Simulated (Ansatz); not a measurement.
**TiSi: density, localisation and related maps**

```xyz
6
Lattice="4.4905 0.0000 0.0000 -2.2452 3.8889 0.0000 0.0000 0.0000 5.1229" Properties=species:S:1:pos:R:3 pbc="T T T"
Si    0.0000    0.0000    2.5614
Ti    0.0000    0.0000    0.0000
Si    0.0000    2.5926    3.8032
Si    0.0000    2.5926    1.3197
Ti    2.2453    1.2963    3.8464
Ti    2.2453    1.2963    1.2765
```

Space group P-6m2; a structure from a database of computed crystals, not necessarily the ambient phase; computed without spin polarisation.

Method: DFT r2SCAN, scalar-relativistic, plane waves, PAW in Ansatz 0.2.0.

In a PAW calculation such maps are meaningful between the atoms, not at the nuclei.

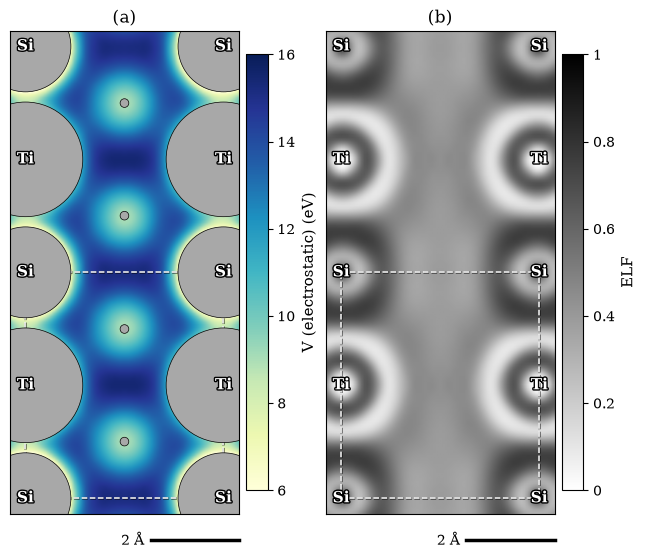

Figure 1. (a) electrostatic potential (local pseudopotential plus Hartree) felt by an electron; (b) ELF on the (010) plane of the conventional cell. Grey discs cover the atomic cores in the potential map.

Question: Describe what can be read from this map.

Answer: Atoms in the plane: Si and Ti. Ti–Si (2.56 Å): the ELF peaks at about 0.75 in the valence shell of Si, 0.9 Å from its nucleus, and is about 0.40 at the midpoint. The features right at Ti lie inside the PAW spheres, where the map follows smoothed inner orbitals and isn't to be read closely. Outside the cores the potential energy rises away from the atoms and is highest about 1.8 Å from the nearest atoms; its zero is arbitrary.

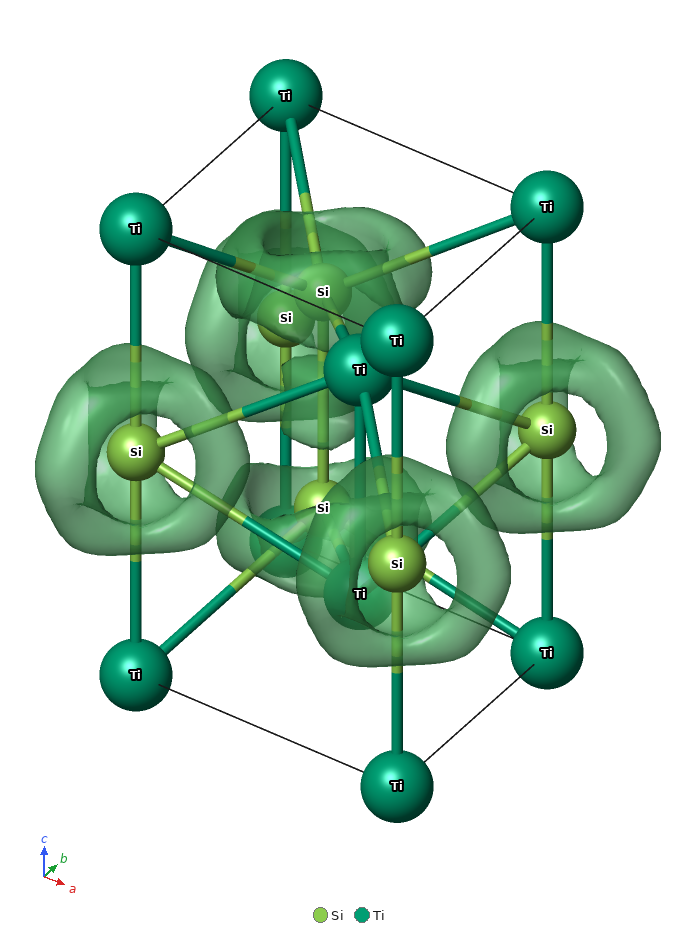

Figure 2. Isosurface of the ELF at 0.7 (green), seen at an oblique angle. Core shells and regions of very low density are left out. Sticks mark near contacts.

Question: Where are the electrons localised?

Answer: The ELF exceeds this value in one region between bonded Si–Si atoms and three regions wrapped around Si (the valence shell of each), counted in one cell of 6 atoms. Any copies at cell faces, edges or corners count once. Profiles from the grid: Si–Si (2.48 Å): the ELF peaks at about 0.80 between the atoms. Ti–Ti (2.55 Å): the ELF is about 0.20 at the midpoint: no shared electron pair shows on this line.

Question: Metal or insulator at this level of theory?

Answer: It is metallic or semimetallic at this level of theory: no gap opens.
